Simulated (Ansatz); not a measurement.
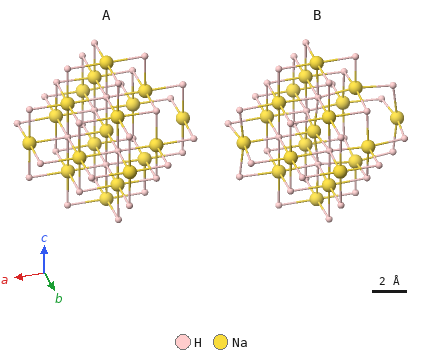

Two geometries of a defect cell of composition H31Na32 (cell charge +1), drawn at one scale. One is the start of a relaxation, the other its converged end. The picture is a ball-and-stick view of the atoms within 5.8 Å of the atom that moves most (axes of the cell of the calculation (origin shifted)), seen from a free direction.

All numbers below come from Ansatz 0.2.0, DFT, PBEsol, PAW, plane waves. Settings: plane-wave cutoff 420 eV; k-point mesh 1 × 1 × 1; mesh shifted by (0.25, 0.25, 0.25); no spin polarisation; atoms relaxed in a fixed cell; force threshold 0.03 eV/Å; at most 80 steps.

> Which one is relaxed?

Structure B is the relaxed one. Over 2 geometry steps the energy falls by 0.636 eV per cell of the calculation. The largest force component goes from 0.75 to 0.026 eV/Å. A Na atom moves most: 0.23 Å roughly along +a. By element the largest moves are Na 0.23 Å, H 0.09 Å. The cell doesn't change. Among the contacts that change: H–Na 2.456 → 2.195 Å, H–Na 2.426 → 2.196 Å, H–Na 2.395 → 2.197 Å, H–Na 2.371 → 2.194 Å. Among the angles between lasting bonds that change: Na–H–Na 88.9° → 102.2°, Na–H–Na 89.5° → 102.4°, H–Na–H 179.3° → 167.6°. The run took 2 s on 1 × NVIDIA GB200 with 8 threads of Arm Neoverse-V2, peak memory 1.7 GiB.

Limits of the set-up: the cell is charged, on a uniform background, and energies carry no finite-size correction.
